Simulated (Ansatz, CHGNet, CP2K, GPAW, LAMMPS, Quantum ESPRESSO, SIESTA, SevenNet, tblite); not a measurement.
**Amorphous Hg30S21Se9 (60 atoms): one structure in several programs**

Aim: run amorphous Hg30S21Se9 (60 atoms) in several programs and set results and cost side by side. A plane-wave run serves as the reference.

Main program and level: Ansatz 0.2.0; Kohn-Sham DFT, PBE, PAW, plane waves.

## (1) The starting structure

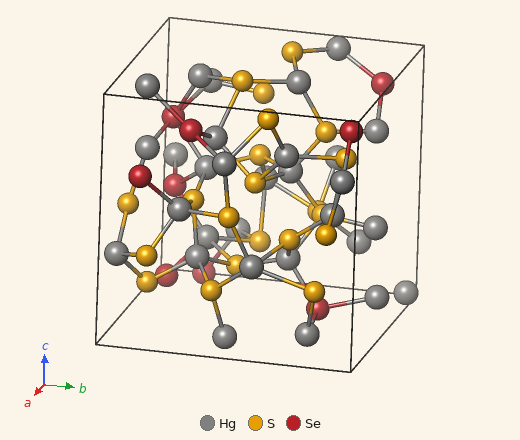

Start, viewed slightly off an axis; mercury grey, sulfur orange, selenium red. Bonds to atoms that aren't drawn are left out.

The cell holds 60 atoms: 30 Hg, 21 S and 9 Se. Cell: a = 11.895 Å, b = 11.895 Å, c = 11.895 Å, α = 90.0°, β = 90.0°, γ = 90.0°. 60 atoms (30 Hg, 21 S, 9 Se) placed at random at 7.3 g/cm³, melted at 2500 K for 10 ps at fixed volume with the Stillinger-Weber II-VI potential (Zhou et al., Phys. Rev. B 88, 085309 (2013)). Quenched from 2500 K to 300 K at 3 K/ps and fixed volume, held 5 ps, then minimised at fixed cell.

## (2) Reference: Ansatz, plane waves

The PAW files are the set soft_2.

input.yaml

```yaml
crystal:
  lattice:
    - [11.8949, 0.0, 0.0]
    - [0.0, 11.8949, 0.0]
    - [0.0, 0.0, 11.8949]
  atoms:
    - { symbol: Hg, position: [0.07001, 0.78688, 0.21352] }
    - { symbol: Hg, position: [0.06669, 0.68095, 0.97269] }
    - { symbol: Hg, position: [0.9564, 0.46892, 0.76005] }
    - { symbol: Hg, position: [0.5028, 0.97084, 0.14502] }
    [... 50 atom lines left out ...]
    - { symbol: Se, position: [0.29042, 0.11427, 0.43231] }
    - { symbol: Se, position: [0.36434, 0.11804, 0.72884] }
    - { symbol: Se, position: [0.33551, 0.10455, 0.0852] }
    - { symbol: Se, position: [0.8139, 0.29904, 0.83138] }
    - { symbol: Se, position: [0.7821, 0.91837, 0.88617] }
    - { symbol: Se, position: [0.98236, 0.14767, 0.68273] }
kpoints:
  mp_grid: { grid: [1, 1, 1] }
hamiltonian:
  xc: pbe
scf:
  occupations: { method: fermi_dirac, width: 0.05 }
output:
  forces: true
  eigenvalues: true
  populations: true
  stress: true
```

Command:

```sh
> ansatz run input.yaml --threads 8 --pin off --max-ram 15872MiB --backend cpu --events-out ev --progress --plain --runs-dir out
```

Numbers of over 12 decimals in the logs are rounded to 6 here.

What it wrote:

```text
[...]
Pseudopotentials: kind: paw
Pseudopotential: Hg, paw, valence charge 20, recommended cutoff 420 eV (normal), Hg.paw.azcp
Pseudopotential: S, paw, valence charge 6, recommended cutoff 420 eV (normal), S.paw.azcp
Pseudopotential: Se, paw, valence charge 16, recommended cutoff 420 eV (normal), Se.paw.azcp
[... 5 lines on functional and potentials left out ...]
Crystal: 60 atoms, lattice volume = 1682.993 Å³
Basis set: ecut = 420 eV, 32987 PW (Γ), exchange–correlation on 160×160×160 points (8 copies of the dense FFT grid, shifted against one another)
Bands: 522, of which v1, the nominal top of the filled ones, is band 435 counted from 1 (434 counted from 0)
Symmetry: 1 space group operations
Space group: P1 (ITA 1), of the structure as read, at distance tolerance 1.2e-4 Å
k-points: 1
[... 7 lines on functional and potentials left out ...]
Initial density: superposition of atomic densities (neutral atoms: chi_scale 0, normalization atom), corrected by the library's trained network
Initial wavefunctions: pseudopotential atomic-orbital guess
[...]
SCF iter   1: F=—  HF=-482560.946810 eV  |F-HF|=—  |Δ(HF+E_count)|=         —  Δρ=5.08e-3  dr2=1.58e0  ethr=1.77e-3  ⟨swp⟩=6.0  Hψ=1840  notcnv=0  defer=6
preconditioner: auto → LDOS  [insulator: Δε(μ)=0.172 eV  Ē_g=9.857 eV  σ=0.050 eV  W_gap=0.70  n_scr=436 (ndim 8)  ℏωp=21.0 eV  f_vac=0.146  D(μ)=12.89/eV (n_scr^D=32)  ε∞_Penn≈5.6  β→1.0]
[...]
SCF iter  11: F=—  HF=-482560.818979 eV  |F-HF|=—  |Δ(HF+E_count)|=   1.40e-7  Δρ=2.31e-6  dr2=2.20e-7  ethr=1.39e-10  ⟨swp⟩=2.0  Hψ=549  notcnv=0  defer=64
SCF iter  12: F=-482560.818979 eV  HF=-482560.818979 eV  |F-HF|=2.77e-8  |Δ(HF+E_count)|=   2.49e-8  Δρ=9.40e-7  dr2=3.59e-8  ethr=1.15e-11  ⟨swp⟩=9.0  Hψ=2223  notcnv=0
SCF 1 converged in 12 iterations: F = -482560.818979 eV  dr2 = 3.59e-8
[...]
SCF converged after 12 iterations
Free energy (F): -482560.818979 eV
Harris-Foulkes:  -482560.818979 eV  (|F-HF|=2.77e-8)
Internal energy: -482560.632749 eV  (E = F + TS)
E sigma→0 (E₀):  -482560.725864 eV
Entropy (-TS):   -0.186231 eV (-3.104 meV/atom)
Fermi energy:    7.811074 eV
--- Per-component energies (eV) ---
[...]
Σ components = -482560.818979   (vs F -482560.818979, Δ=0.00e0)
--- Forces (eV/Å), atoms counted from 1 ---
  atom   1  Hg     0.44093959     0.28511880    -0.07976442
  atom   2  Hg     0.66283638    -0.54307792     0.08059415
  atom   3  Hg     0.43346925    -0.42277076     0.05411926
  atom   4  Hg     0.12922711    -0.45153534    -0.25608669
[...]
atom  60  Se     0.05555238    -0.28512007    -0.77441175
  max |Σ_I F_I| component: 1.42e-5 eV/Å
--- Stress (GPa, compression-positive) ---
        0.601534      -0.397196       0.204743
       -0.397196       0.263805      -0.047422
        0.204743      -0.047422       0.700504
  P = ⅓ Tr σ = 0.5219 GPa (5.219 kbar)
--- Band table (eV) ---
  k-point 0: bands = ["-107.1572", "-107.1032", "-107.0785", "-107.0358", [... 506 levels ...], "13.8124", "13.8474", "13.8925", "13.9902", "14.0469", "14.0859", "14.1395", "14.2176", "14.2228", "14.2819", "14.3899", "14.3969"]
--- Löwdin populations: 60 sites ---
  site symbol       q [e]
     0     Hg     19.3284
     1     Hg     19.0835
     2     Hg     19.0459
[...]
59     Se     16.7990
  spilling = 0.007077 (of n_electrons = 870.000000)
```

Run time: 21 s. Hardware: 8 threads of Arm Neoverse V1, shared host; peak memory 2.6 GiB.

Numbers from this run:

```
free energy                             : -482560.8190 eV
free energy per atom                    : -8042.6803 eV/atom
SCF cycles                              : 12
pressure                                : 0.5219 GPa
r.m.s. force component                  : 0.4119 eV/Å
longest force                           : 1.588 eV/Å
Fermi energy                            : 7.811 eV
levels partly filled by over 2 per cent : 5
spilling of the projection              : 0.007077
```

Neighbours are counted within 3.02 Å (Hg-S), 3.27 Å (Hg-Se).

Length of the force by element and coordination:

| element | coordination | atoms | mean length of the force (eV/Å) | spread | least | most |
| --- | --- | --- | --- | --- | --- | --- |
| Hg | all | 30 | 0.635 | 0.198 | 0.187 | 0.958 |
| Hg | 2 | 1 | 0.531 | 0 | 0.531 | 0.531 |
| Hg | 3 | 11 | 0.693 | 0.169 | 0.351 | 0.930 |
| Hg | 4 | 18 | 0.605 | 0.211 | 0.187 | 0.958 |
| S | all | 21 | 0.737 | 0.312 | 0.303 | 1.59 |
| S | 2 | 2 | 0.662 | 0.159 | 0.504 | 0.821 |
| S | 3 | 11 | 0.821 | 0.350 | 0.303 | 1.59 |
| S | 4 | 6 | 0.629 | 0.256 | 0.327 | 1.04 |
| S | 5 | 2 | 0.677 | 0.209 | 0.468 | 0.887 |
| Se | all | 9 | 0.595 | 0.264 | 0.151 | 0.992 |
| Se | 3 | 1 | 0.992 | 0 | 0.992 | 0.992 |
| Se | 4 | 7 | 0.501 | 0.222 | 0.151 | 0.827 |
| Se | 5 | 1 | 0.854 | 0 | 0.854 | 0.854 |

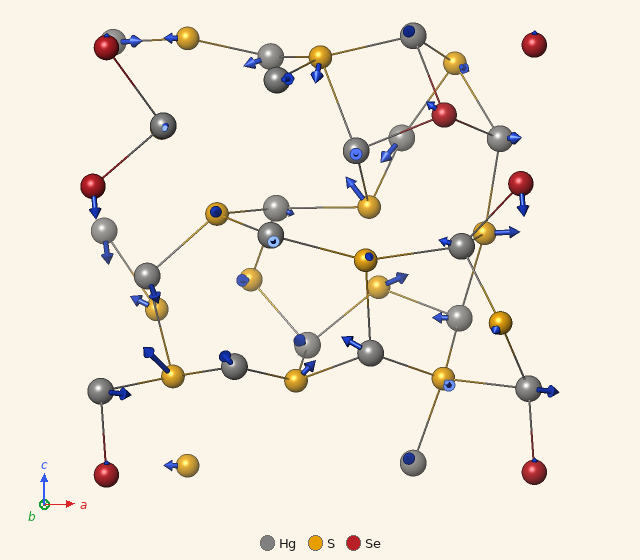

Forces as arrows; the longest in the cell is 1.59 eV/Å. Drawn is a slice 7 Å thick, seen along the normal of the ac plane. Bonds to atoms that aren't drawn are left out.

The levels nearest the highest filled one (over half full), pooled over k-points and spins:

| level less the highest filled one (eV) | occupation |
| --- | --- |
| -0.517 | 2 |
| -0.432 | 2 |
| -0.26 | 2.00 |
| -0.206 | 1.99 |
| -0.097 | 1.88 |
| 0 | 1.40 |
| 0.088 | 0.568 |
| 0.191 | 0.096 |
| 0.207 | 0.07 |
| 0.329 | 0.006 |
| 0.437 | 0.001 |
| 0.592 | 0 |

## (3) Structure statistics

Density 7.30 g/cm³, 28.05 Å³ an atom.

g(r), total and by pair (bins of 0.2 Å):

| r (Å) | total | Hg-Hg | Hg-S | Hg-Se | S-S | S-Se | Se-Se |
| --- | --- | --- | --- | --- | --- | --- | --- |
| 2.50 | 1.75 | 0.00 | 4.83 | 0.00 | 0.00 | 0.54 | 0.00 |
| 2.70 | 3.47 | 0.00 | 5.38 | 10.57 | 0.00 | 0.00 | 0.00 |
| 2.90 | 0.71 | 0.00 | 0.65 | 1.53 | 2.10 | 0.00 | 0.00 |
| 3.10 | 0.38 | 0.30 | 0.33 | 0.00 | 1.58 | 0.00 | 0.00 |
| 3.30 | 0.24 | 0.54 | 0.00 | 0.00 | 0.56 | 0.00 | 1.59 |
| 3.50 | 0.43 | 0.88 | 0.17 | 0.20 | 0.74 | 0.00 | 1.33 |
| 3.70 | 0.48 | 1.07 | 0.30 | 0.18 | 0.44 | 0.00 | 1.26 |
| 3.90 | 1.12 | 2.54 | 0.55 | 0.48 | 0.60 | 1.17 | 1.10 |
| 4.10 | 1.41 | 2.29 | 0.82 | 0.44 | 1.98 | 1.26 | 4.88 |
| 4.30 | 1.92 | 2.08 | 1.31 | 0.82 | 3.27 | 3.25 | 3.56 |
| 4.50 | 1.67 | 1.93 | 1.25 | 1.34 | 2.25 | 1.92 | 3.21 |
| 4.70 | 1.30 | 1.22 | 1.45 | 1.01 | 1.41 | 1.46 | 0.74 |
| 4.90 | 0.82 | 0.44 | 0.85 | 1.26 | 1.01 | 0.89 | 0.69 |
| 5.10 | 0.76 | 0.69 | 0.85 | 1.05 | 0.70 | 0.41 | 0.00 |
| 5.30 | 0.65 | 0.47 | 0.91 | 0.61 | 0.54 | 0.38 | 0.58 |
| 5.50 | 0.64 | 0.64 | 0.74 | 0.66 | 0.30 | 0.83 | 0.00 |
| 5.70 | 0.92 | 0.68 | 1.24 | 1.07 | 0.56 | 0.78 | 0.00 |

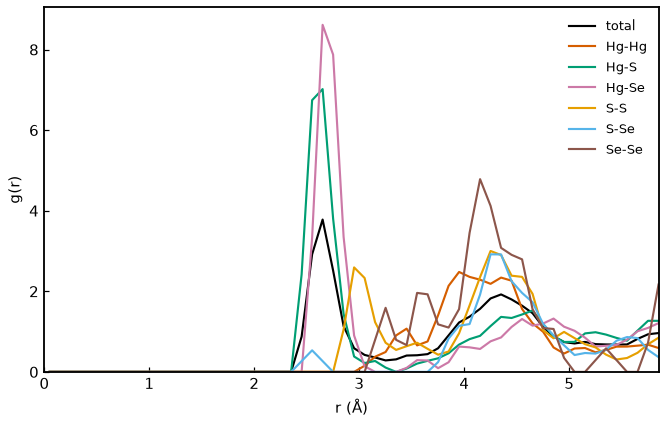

Pair distribution functions, lightly smoothed.

Bonds by pair of elements; cutoffs follow the first minimum of g(r), held within bounds set by covalent radii, and pairs that aren't listed don't count as bonded:

| pair A-B | cutoff (Å) | bonds | mean length (Å) | spread (Å) | shortest (Å) | B about A | A about B |
| --- | --- | --- | --- | --- | --- | --- | --- |
| Hg-S | 3.02 | 71 | 2.64 | 0.084 | 2.51 | 2.37 | 3.38 |
| Hg-Se | 3.27 | 36 | 2.72 | 0.072 | 2.64 | 1.2 | 4 |

How many atoms have how many bonded neighbours:

| element | mean | 2 | 3 | 4 | 5 |
| --- | --- | --- | --- | --- | --- |
| Hg | 3.57 | 1 | 11 | 18 | 0 |
| S | 3.38 | 2 | 11 | 6 | 2 |
| Se | 4 | 0 | 1 | 7 | 1 |

Rings of the network by King's shortest-path rule, up to 12 atoms, one path for each pair of neighbours; H, halogens, alkali and alkaline-earth atoms are left out, and the last column divides by all other atoms, bonded or not:

| ring size (atoms) | rings | per network atom |
| --- | --- | --- |
| 4 | 6 | 0.1 |
| 6 | 43 | 0.717 |
| 8 | 52 | 0.867 |
| 10 | 7 | 0.117 |

## (4) The ladder

The programs:
- CHGNet: machine-learned potential, published weights.
- CP2K 2026.2: Gaussian basis with GTH pseudopotentials and a plane-wave density; labels give functional, basis (MOLOPT sets; SR short-range, UZH the newer set with its own potentials), grid cutoff/relative cutoff and solver (OT: orbital transformation; TRS4, TC2, SIGN: linear-scaling purification with its sparsity filter), or its built-in tight binding.
- GPAW 26.7.0: PAW with atomic orbitals (LCAO), plane waves or a real-space grid of spacing h.
- Quantum ESPRESSO 7.5: plane waves; labels (QE) give functional, pseudopotential set and cutoffs of waves/density.
- SIESTA 5.4.2: numerical atomic orbitals, whose automatically made sets are far from complete, with PseudoDojo norm-conserving potentials that we converted to its format (checked against plane waves on the same files for H, C, O, Si, Ge and Ca alone); labels give functional, basis size, energy shift and mesh cutoff.
- SevenNet: machine-learned potential, published weights.
- tblite 0.8.0: extended tight binding, driven from Python.

All use the same cell and atoms; the electronic-structure runs use the same k-mesh, and an electronic temperature of 580 K (0.05 eV) where levels are smeared.

Differences are against the plane-wave reference, forces as r.m.s. over components; share is that over the reference's r.m.s. force, slope the least-squares factor from reference forces to these. Total energies of different programs have different zeros and aren't compared.

| run | Δ force, r.m.s. (meV/Å) | share (%) | slope | Δ pressure (GPa) | cores | CPU time | memory (GiB) |
| --- | --- | --- | --- | --- | --- | --- | --- |
| reference | - | - | - | - | 8 | 2.3 min | 2.6 |
| CHGNet 0.3.0 potential | 255 | 61.8 | 0.645 | -0.653 | 1 | 3.5 s | 0.6 |
| CHGNet r2SCAN potential | 292 | 70.8 | 0.453 | -1.70 | 1 | 3.1 s | 0.61 |
| CP2K PBE+rVV10L, DZVP-MOLOPT-SR, 600/60 Ry, diagonalisation | 44.5 | 10.8 | 1.004 | -0.430 | 2 | 13 min | 8.8 |
| CP2K PBE, DZVP-MOLOPT-SR, 210/60 Ry, diagonalisation (coarse) | 38.4 | 9.32 | 1.018 | 0.492 | 1 | 4.8 min | 1.4 |
| CP2K PBE, DZVP-MOLOPT-SR, 600/30 Ry, diagonalisation (coarse) | 37.5 | 9.12 | 1.019 | 0.507 | 2 | 4.6 min | 4.8 |
| CP2K PBE, DZVP-MOLOPT-SR, 600/60 Ry, diagonalisation | 37.6 | 9.13 | 1.019 | 0.492 | 2 | 6.5 min | 4.8 |
| CP2K PBE, DZVP-MOLOPT-SR, 840/60 Ry, diagonalisation | 37.6 | 9.13 | 1.019 | 0.492 | 2 | 7.6 min | 8.0 |
| CP2K PBE, SZV-MOLOPT-SR, 600/60 Ry, diagonalisation (coarse) | 321 | 77.9 | 1.327 | 1.45 | 1 | 3.8 min | 4.5 |
| CP2K PBE, TZV2P-MOLOPT (SR for Hg, Se), 600/60 Ry, diagonalisation | 27.2 | 6.60 | 0.998 | 0.485 | 4 | 10 min | 7.5 |
| CP2K PBE, TZVP-UZH, 600/60 Ry, diagonalisation | 27.7 | 6.73 | 1.003 | 0.568 | 4 | 8.9 min | 7.2 |
| GPAW PBE, LCAO dzp, h 0.2 Å | 58.7 | 14.2 | 0.998 | - | 1 | 4.3 min | 1.7 |
| GPAW PBE, LCAO dzp, h 0.22 Å (coarse) | 57.4 | 13.9 | 0.995 | - | 1 | 3.7 min | 1.4 |
| GPAW PBE, LCAO sz(dzp), h 0.2 Å (coarse) | 240 | 58.3 | 0.936 | - | 1 | 1.9 min | 1.5 |
| GPAW PBE, LCAO szp(dzp), h 0.2 Å (coarse) | 92.1 | 22.4 | 0.994 | - | 1 | 2.8 min | 1.6 |
| QE PBE, sssp-1.3.0-efficiency, 45/360 Ry | 3.37 | 0.818 | 0.999 | -0.567 | 4 | 26 min | 4.1 |
| SIESTA PBE, DZ, shift 0.01 Ry, mesh 300 Ry (coarse) | 263 | 63.8 | 1.060 | -1.39 | 1 | 90 s | 0.6 |
| SIESTA PBE, DZP, shift 0.01 Ry, mesh 300 Ry | 201 | 48.9 | 1.158 | -4.51 | 2 | 2.5 min | 1.0 |
| SIESTA PBE, DZP, shift 0.02 Ry, mesh 300 Ry | 374 | 90.8 | 1.229 | -11.0 | 2 | 2.1 min | 0.93 |
| SIESTA PBE, SZ, shift 0.01 Ry, mesh 300 Ry (coarse) | 2509 | 609 | 2.714 | -11.9 | 1 | 1.8 min | 0.52 |
| SIESTA PBE, SZ, shift 0.02 Ry, mesh 300 Ry (coarse) | 2582 | 627 | 2.717 | -14.9 | 1 | 2.1 min | 0.5 |
| SevenNet l3i5 potential | 146 | 35.5 | 0.880 | -0.145 | 1 | 8.6 s | 0.91 |
| tblite GFN1-xTB | 262 | 63.7 | 0.905 | -1.70 | 1 | 2.2 s | 0.13 |

Rows marked coarse were listed beforehand as settings not expected to be converged; some can still land near the reference.

Times of the machine-learned potentials are mostly Python's start and the loading of weights.

CPU time is summed over cores on a shared host, where runs went side by side, so it is rough. Symmetry, cutoffs, thresholds, outputs and thread counts weren't matched or tuned between programs; memory under MPI is the largest rank's times the ranks.

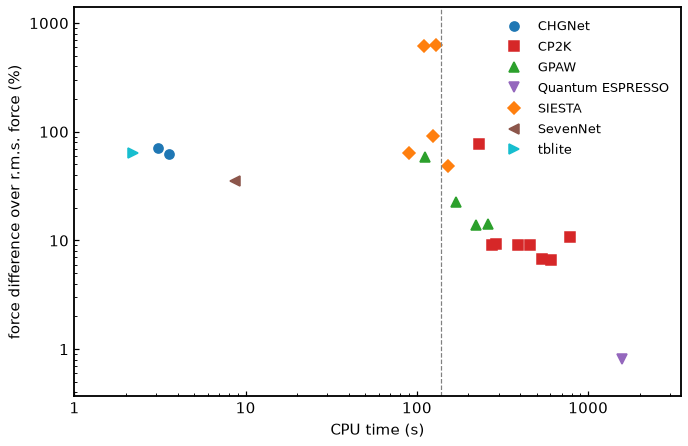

Force difference against CPU time; the dashed line marks the reference's time.

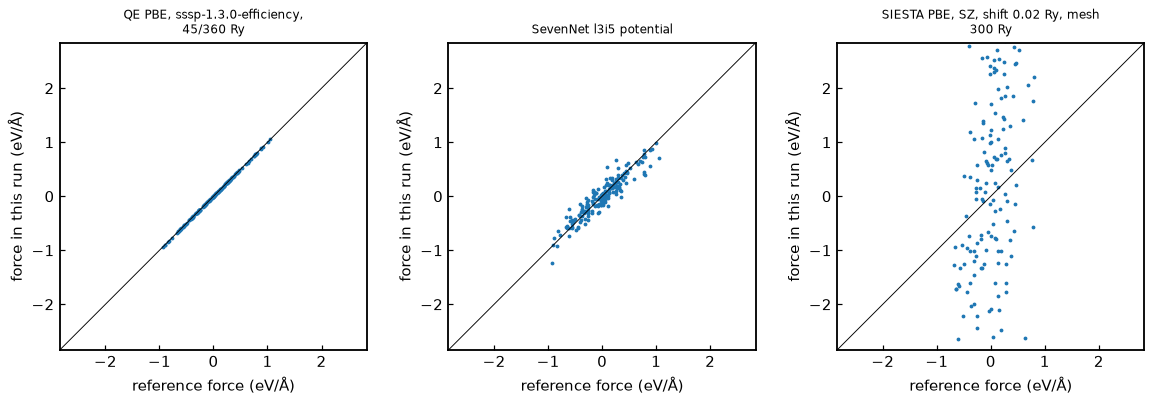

Force components against those of the reference; the line marks equality. Points beyond the frame are left out.

Runs without a result: CP2K GFN1-xTB, diagonalisation (not converged, the SCF not settling).

Mean charges by element (e), by run and scheme:

| run | scheme | Hg | S | Se |
| --- | --- | --- | --- | --- |
| CP2K PBE+rVV10L, DZVP-MOLOPT-SR, 600/60 Ry, diagonalisation | Mulliken | 0.00 | +0.01 | -0.03 |
| CP2K PBE+rVV10L, DZVP-MOLOPT-SR, 600/60 Ry, diagonalisation | Hirshfeld | +0.21 | -0.21 | -0.19 |
| CP2K PBE, DZVP-MOLOPT-SR, 600/60 Ry, diagonalisation | Mulliken | +0.02 | -0.01 | -0.05 |
| CP2K PBE, DZVP-MOLOPT-SR, 600/60 Ry, diagonalisation | Hirshfeld | +0.21 | -0.22 | -0.19 |
| CP2K PBE, DZVP-MOLOPT-SR, 840/60 Ry, diagonalisation | Mulliken | +0.02 | -0.01 | -0.05 |
| CP2K PBE, DZVP-MOLOPT-SR, 840/60 Ry, diagonalisation | Hirshfeld | +0.21 | -0.22 | -0.19 |
| CP2K PBE, TZV2P-MOLOPT (SR for Hg, Se), 600/60 Ry, diagonalisation | Mulliken | +0.55 | -0.49 | -0.69 |
| CP2K PBE, TZV2P-MOLOPT (SR for Hg, Se), 600/60 Ry, diagonalisation | Hirshfeld | +0.21 | -0.22 | -0.19 |
| CP2K PBE, TZVP-UZH, 600/60 Ry, diagonalisation | Mulliken | +0.43 | -0.49 | -0.27 |
| CP2K PBE, TZVP-UZH, 600/60 Ry, diagonalisation | Hirshfeld | +0.21 | -0.22 | -0.19 |
| SIESTA PBE, DZP, shift 0.01 Ry, mesh 300 Ry | Hirshfeld | +0.64 | -0.62 | -0.68 |
| SIESTA PBE, DZP, shift 0.02 Ry, mesh 300 Ry | Hirshfeld | +0.66 | -0.65 | -0.70 |
| tblite GFN1-xTB | Mulliken | +0.25 | -0.30 | -0.13 |

Within one program, basis, potentials and functional, energies share a zero. Each run against its twin at the usual cutoff or grid and solver:

| run | twin | Δ energy (meV/atom) | Δ force, r.m.s. (meV/Å) | CPU time over the twin's |
| --- | --- | --- | --- | --- |
| CP2K PBE, DZVP-MOLOPT-SR, 210/60 Ry, diagonalisation | DZVP-MOLOPT-SR, 600/60 Ry, diagonalisation | -0.0212 | 6.92 | 0.74 (this twin ran on 2 cores) |
| CP2K PBE, DZVP-MOLOPT-SR, 600/30 Ry, diagonalisation | DZVP-MOLOPT-SR, 600/60 Ry, diagonalisation | -0.0577 | 4.12 | 0.71 |
| CP2K PBE, DZVP-MOLOPT-SR, 840/60 Ry, diagonalisation | DZVP-MOLOPT-SR, 600/60 Ry, diagonalisation | 0 | 0.043 | 1.2 |
| GPAW PBE, LCAO dzp, h 0.22 Å | LCAO dzp, h 0.2 Å | 15.3 | 23.4 | 0.85 |

## (5) What came out

| Item | Value |
| --- | --- |
| reference r.m.s. force component | 0.412 eV/Å |
| nearest in forces | QE PBE, sssp-1.3.0-efficiency, 45/360 Ry, 0.82 % |
| farthest in forces | SIESTA PBE, SZ, shift 0.02 Ry, mesh 300 Ry (coarse), 627 % |
| cheapest electronic-structure run beside the reference | tblite GFN1-xTB, 2.2 s of CPU time |

In words: PBE on plane waves or a grid with other potentials, cutoffs or grids, coarse settings apart, differs from the reference by 0.82 % (QE PBE, sssp-1.3.0-efficiency, 45/360 Ry) of the r.m.s. force; this holds the reference's own error, so differences of a few per cent don't tell which side is nearer the exact PBE result (QE's 45 Ry are 612 eV, against the reference's 420 eV). The PBE runs in local orbitals, coarse settings apart, differ by 6.6 % (CP2K PBE, TZV2P-MOLOPT (SR for Hg, Se), 600/60 Ry, diagonalisation) to 91 % (SIESTA PBE, DZP, shift 0.02 Ry, mesh 300 Ry); basis, grid and potentials can all enter. Tight binding differs by 64 % (tblite GFN1-xTB); it is another model, with fitted parameters of its own, and the xTB methods hold dispersion. Machine-learned potentials differ by 35 % (SevenNet l3i5 potential) to 71 % (CHGNet r2SCAN potential); they were trained on other programs' data, some at another functional. The cause of differences this large wasn't tested. Among those trained on PBE data the slope goes as low as 0.64, with a correlation of 0.79, so directions differ as well as sizes. Rows with another functional or a dispersion term differ by 11 % (CP2K PBE+rVV10L, DZVP-MOLOPT-SR, 600/60 Ry, diagonalisation), which mixes the change of model with differences of basis and potentials. Runs with settings chosen to be coarse differ by 9.1 % (CP2K PBE, DZVP-MOLOPT-SR, 600/30 Ry, diagonalisation) to 627 % (SIESTA PBE, SZ, shift 0.02 Ry, mesh 300 Ry), their programs' other errors included. One electronic-structure run takes under half the reference's CPU time: tblite GFN1-xTB, at 64 % in 2.2 s against 2.3 min, too far off to be of use; its pressure misses by -1.7 GPa. In pressure, SIESTA PBE, SZ, shift 0.02 Ry, mesh 300 Ry misses by -14.9 GPa, at the same functional. Charges hang on model, scheme and program or settings: among these rows the mean for Se runs from -0.70 to -0.03 e. In the reference: counting bands leaves a spacing of only 0.088 eV (at Γ alone), which the smearing bridges: 5 levels are partly filled by over 2 %, so a gap, if any, is small at this level. In the reference: for some of the pairs, g(r) has its first main peak near 2.6 Å (Hg-S), 2.7 Å (Hg-Se), 3.0 Å (S-S) and 4.3 Å (S-Se). Periodic xTB results under one method name differ between programs and library versions. The potentials hold different valence shells: 870 electrons in the reference, 720 in GPAW, 780 in Quantum ESPRESSO with SSSP and 540 in CP2K with TZV2P-MOLOPT; this bears on time and differences. Machine-learned potentials mimic data converged in k, so the reference's own k-point error enters their differences. The quench rate of 3 K/ps is many orders above laboratory rates, so the cell is likely richer in defects and strain than a real sample. The network of bonds at the start is that of the classical potential that made the cell, and needn't be the one that DFT or experiment would give. The electronic-structure runs sample only Γ, in a cell whose shortest periodic width is 12 Å, which is coarse for a cell with partly filled levels. Spin–orbit coupling is left out, which matters for the levels of the heavy elements.

[Also dropped from logs without a mark: logging warnings of Python, and SIESTA's first energy breakdown and zero terms.]

[Logs are printed without paths, hosts, clocks, repeated set-up lines and the standing remarks that a program may print on its own settings, such as how far it seeks lower states.]

[Hosts, paths, dates, database ids (printed as entryN), source tags and the programs' standing remarks are cut or masked in the printed files.]
